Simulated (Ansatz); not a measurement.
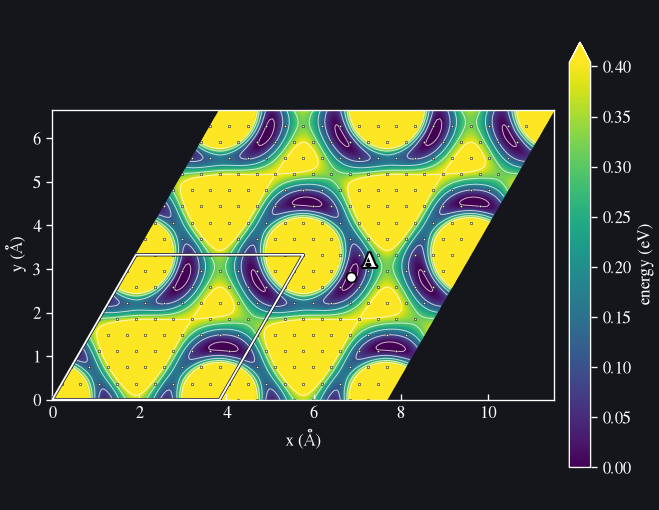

AlP (F-43m phase) with one H guest (13 atoms in the cell, cell charge +1). A guest moved over a lattice plane through the rigid host; the plane is (1 −1 1) of the conventional cell, half-way across the widest gap between atomic layers, origin above P12. Places are given modulo a cell vector. The map is drawn in real space over the plane of the scan. Nothing is relaxed (host rigid, guest held in the plane). The scan uses a 9 × 9 grid; 45 points were computed and 36 follow by symmetry. Energies: eV per cell, counted from the lowest grid point. The band gap closes in part of the range. The cell is charged on a uniform background, without a charge correction. The calculation used DFT LDA, scalar-relativistic, plane waves, PAW in Ansatz 0.2.0. Settings: cutoff 420 eV, k-mesh 4×4×4, gaussian smearing 0.05 eV, no spin polarisation.

Drawn: a smooth colour map with a few white contour lines, dots at the grid points, the outline of one cell of the 2 × 2 shown, one colour for all values above the top of the scale, the point A. Between grid points the surface is interpolated.

Q: Find the lowest pass out of the well at A.

A: The easiest path leads from the well at about (0.36, 0.85) of the cell vectors to a well of about the same depth at about (0.85, 0.36) of the cell vectors. Its highest point lies about 0.17 eV above the bottom of the first well on the interpolated surface, at about (0.17, 0.17) of the cell vectors. This is the barrier on the constrained surface; relaxing the other coordinates would change it.

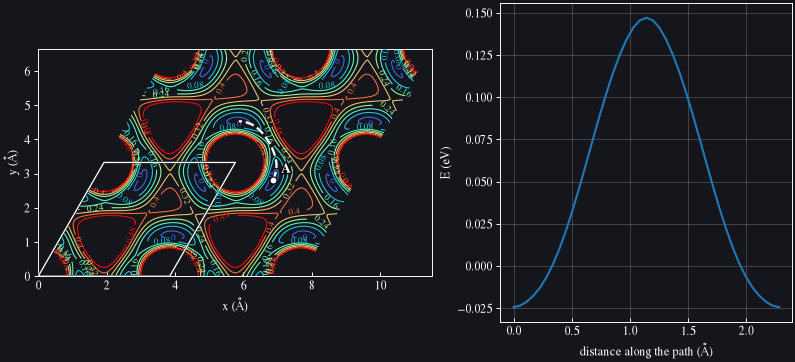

The picture shows contour lines labelled in eV (none above 0.48), a line along the lowest path, the outline of one cell of the 2 × 2 shown, the energy along the path at the right. Between grid points the surface is interpolated.

PAW datasets: the set soft_1.
